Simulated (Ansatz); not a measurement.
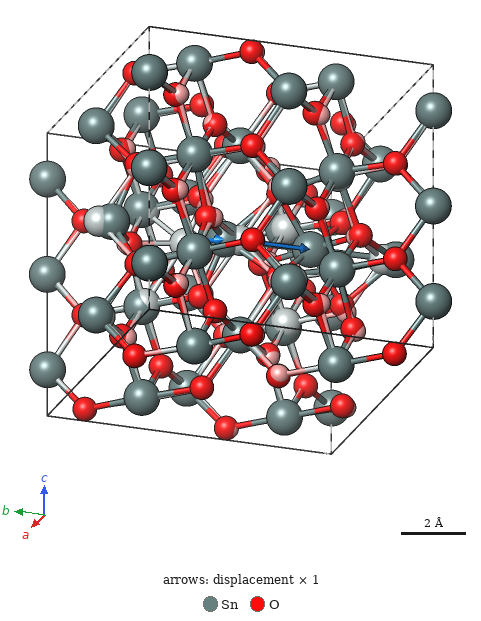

This is a relaxation of a defect cell of composition Sn25O48 (cell charge +4). The starting structure is drawn faded, the final one solid; blue arrows show the displacements, at their true length.

Style: ball-and-stick. Shown: the cell of the calculation (origin shifted), from a free direction.

Method: DFT, PBEsol, PAW, plane waves in Ansatz. Set-up: plane-wave cutoff 420 eV; k-point mesh 1 × 1 × 1; mesh shifted by (0.25, 0.25, 0.25); no spin polarisation; atoms relaxed in a fixed cell; force threshold 0.03 eV/Å; at most 80 steps.

Question: Describe the change and its energy.

Answer: After 18 geometry steps the energy has fallen by 29.624 eV per cell of the calculation. Largest force component: 31 eV/Å at the start, 0.016 eV/Å at the end. The largest move is that of a Sn atom, 2.36 Å along −b. Largest moves by element: Sn 2.36 Å, O 0.29 Å. The cell doesn't change. Near-neighbour distances that change, for instance: O–Sn 2.029 → 4.264 Å, O–Sn 4.288 → 2.106 Å, Sn–Sn 4.797 → 2.839 Å, O–Sn 2.056 → 3.891 Å. New bonds form, among them: O–Sn (2.84 → 1.96 Å), O–Sn (3.67 → 1.98 Å), O–Sn (4.29 → 2.11 Å). Bonds break, among them: O–Sn (1.94 → 3.01 Å), O–Sn (1.96 → 3.29 Å), O–Sn (2.03 → 4.26 Å), O–Sn (2.06 → 3.89 Å). Bond angles that change, for instance: Sn–O–Sn 166.3° → 108.3°, Sn–O–Sn 65.1° → 118.4°, Sn–O–Sn 159.4° → 108.3°. The run took 14 s on 1 × NVIDIA GB200 with 8 threads of Arm Neoverse-V2, peak memory 1.9 GiB.

Limits of the set-up: the cell is charged, on a uniform background, and energies carry no finite-size correction.
